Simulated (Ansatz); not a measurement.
System: Rh, space group Fm-3m (No. 225) (one of a set of cubic test structures, which need not be the stable phase).

One of the inputs:
```
crystal:
  lattice:
    - [0.0, 1.902147263746, 1.902147263746]
    - [1.902147263746, 0.0, 1.902147263746]
    - [1.902147263746, 1.902147263746, 0.0]
  atoms:
    - { symbol: Rh, position: [0.0, 0.0, 0.0] }
kpoints:
  mp_grid: { grid: [6, 6, 6] }
hamiltonian:
  xc: hse06
  pseudopotentials: { kind: paw, source: ansatz }
scf:
  occupations: { method: fermi_dirac, width: 0.1 }
  convergence: { dr2_threshold: "1e-10 eV" }
  exx: { energy_threshold: "1e-8 eV", singularity: regularized }
output:
  forces: true
  stress: true
  eigenvalues: true
```

Command:
```bash
ansatz run input.yaml --threads 2
```

Computed with Ansatz 0.2.0 development build: equation of state of a cubic crystal from periodic Kohn-Sham density functional theory without spin, third-order Birch-Murnaghan fit to the free energies; pressure corrected for the finite basis. Level: HSE06.

- structure type: fcc
- atoms in cell: 1
- space group number: 225
- lattice centring: face-centred primitive
- k mesh: 6×6×6
- occupation method: Fermi–Dirac
- occupation width: 0.1 eV
- wave cutoff: 540 eV
- datasets: hand-made PAW
- density tolerance: 0 eV
- bands: 13
- density cutoff ratio: 4
- search for lower states: default
- exchange singularity: regularized

Predict the energy above the lowest point and pressure against volume. The volume takes the values 12.92, 13.34, 13.76, 14.19, 14.61 Å³/atom.

A third-order Birch–Murnaghan fit gives V0 = 13.57 Å³/atom, B0 = 284 GPa and B′ = 5.3. The energy above the lowest point is 28.2 meV/atom at volume 12.92 Å³/atom and 57.6 meV/atom at 14.61 Å³/atom; the lowest computed point is at volume 13.76 Å³/atom (0.0 meV/atom), and no other minimum shows. The pressure falls from 15.8 GPa at volume 12.92 Å³/atom to −17.2 GPa at 14.61 Å³/atom, and changes sign near 13.58 Å³/atom.

```tsv
volume (Å³/atom)	energy above the lowest point (meV/atom)	pressure (GPa)
12.92	28.2	15.8
13.34	1.1	5.0
13.76	0.0	-3.9
14.19	20.1	-11.2
14.61	57.6	-17.2
```

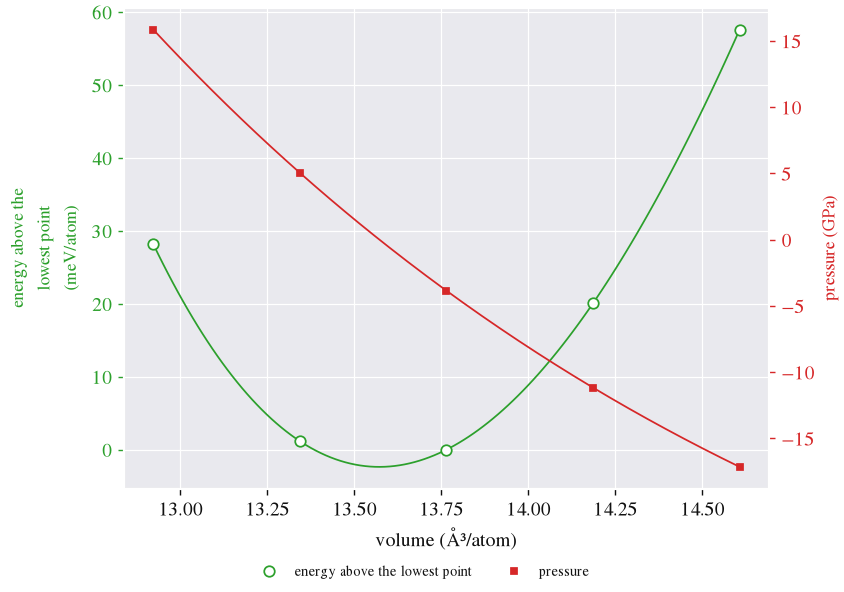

Limits of the calculation: coarse k-mesh, values are not converged in k.
